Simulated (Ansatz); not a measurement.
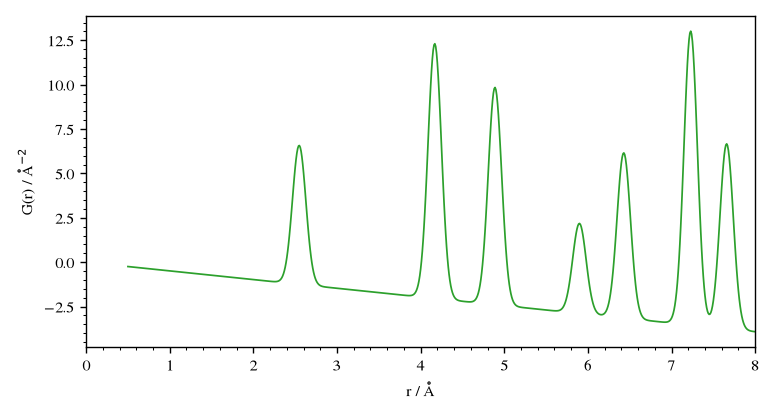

The curve is a calculated X-ray PDF: distances of the static structure, each pair weighted by the product of the atomic numbers (X-ray weights at Q = 0), broadened by Gaussians with σ = 0.08 Å. There is no Q-range truncation.

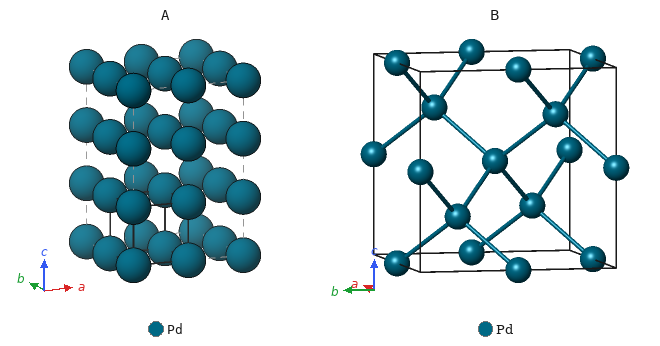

Candidate structures:

A. Pd, a = 2.567 Å, b = 2.567 Å, c = 2.567 Å, α = 90.00°, β = 90.00°, γ = 90.00°, Pm-3m

B. Pd, a = 5.900 Å, b = 5.900 Å, c = 5.900 Å, α = 90.00°, β = 90.00°, γ = 90.00°, Fd-3m

Origins: A, the geometry relaxed with DFT, PBEsol, plane waves (420 eV) with PAW, scalar-relativistic (Ansatz 0.2.0); the starting structure was generated, so it need not be a known form of this composition; B, the input geometry of an electronic-structure calculation (not necessarily at equilibrium); the starting structure was generated, so it need not be a known form of this composition.

### Which candidate gives this PDF?

Candidate B, Pd, Fd-3m (first clear peaks at 2.55 Å (Pd–Pd) and 4.17 Å (Pd–Pd)). A would give first clear peaks at 2.57 Å (Pd–Pd) and 3.63 Å (Pd–Pd).
